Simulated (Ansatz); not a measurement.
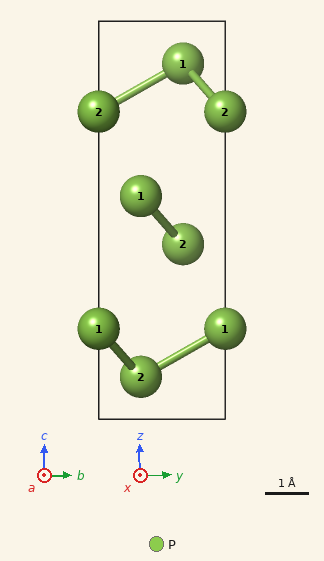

A scan of crystalline P (R-3m): the ratio of the cell's length along z to its lengths across, counted as 1 for the reference, is changed at fixed volume (a c/a path), with the atoms kept at their fractional coordinates. x, y and z are the Cartesian axes of the input. The picture shows the reference cell. A ball-and-stick model of the conventional cell (3 times the calculation's cell), repeated 1 × 1 × 1 with one cell outlined, seen along the a axis. Lengths and directions refer to the drawn axes.

Level of theory: DFT PBEsol, scalar-relativistic, plane waves, PAW (Ansatz). (plane-wave cutoff 420 eV; k-point mesh 18 × 18 × 18; occupations gaussian; smearing width 0.15 eV; no spin polarisation). Energies (free energies at the smearing named) are counted from the cell as listed in its source, which wasn't relaxed.

```
CELL_PARAMETERS angstrom
1.72573 0.99635 3.12968
-1.72573 0.99635 3.12968
0.00000 -1.99270 3.12968
ATOMIC_POSITIONS crystal
P 0.22708 0.22708 0.22708
P 0.77292 0.77292 0.77292
```

Question: What energies does the calculation give (the relative ratio: 0.85, 0.92, 0.96, 1.00, 1.05, 1.10, 1.20)?

Answer:
| axial ratio over its reference value | energy change (meV/atom) |
| --- | --- |
| 0.85 | 65.4 |
| 0.92 | 11.7 |
| 0.96 | 0.1 |
| 1.00 | 0.0 |
| 1.05 | 8.8 |
| 1.10 | 23.1 |
| 1.20 | 66.7 |

Of the computed points the lowest is at the relative ratio 1.00, 0.0 meV/atom. At the ends of the scan the energy is 65.4 meV/atom (0.85) and 66.7 meV/atom (1.20). The unrelaxed reference is under a pressure of −1.7 GPa. The distortion keeps the space group R-3m. At the relative ratio 1.20 the cell of the drawing goes a 3.451 → 3.248 Å, b 3.451 → 3.248 Å, c 9.389 → 10.603 Å.
